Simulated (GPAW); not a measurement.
The Ga K edge of atom 2 in GaAs (F-43m), with 4 As at 2.45 Å (tetrahedral, site symmetry -43m), was computed in 2 ways: full core hole (charged cell) and no core hole. Program and functional: GPAW, PBE, Gaussian full width 1.82 eV up to 4 eV, rising linearly to 3.5 eV at 25 eV; cells of 2 and 8 atoms (the run without a hole in the smaller).

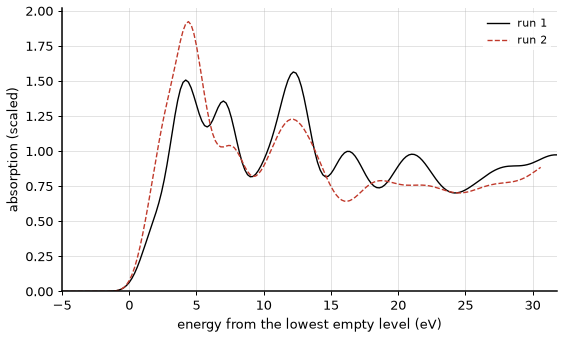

Each run is counted from its own lowest empty level or Fermi level and scaled to a mean of 1 over its first 20 eV.

Which run is which?

Run 1: no core hole (area from −2 to 6 eV 5.3, main maxima 4.2 eV (1.51), 7.0 eV (1.36), 12.2 eV (1.56) and 16.2 eV (1.00)). Run 2: full core hole (charged cell) (area from −2 to 6 eV 7.1, main maxima 4.4 eV (1.92), 12.2 eV (1.23) and 18.8 eV (0.79)). With each curve scaled to its own mean, the area from −2 to 6 eV with the hole is 7.1 against 5.3, and the centre of weight from −1 to 20 eV moves by -0.8 eV: the hole pulls the absorber's empty states down.

[Hosts, paths, dates, database ids (printed as entryN), source tags and the programs' standing remarks are cut or masked in the printed files.]

[Lists of maxima count a maximum above −3 eV only where it reaches 4 % of the highest in the window and stands out from its surroundings by 2 % of it (1.5 % where it reaches 55 %); shoulders and weaker maxima are passed over, and of the rest the first, up to two pre-edge ones and the few strongest are named.]
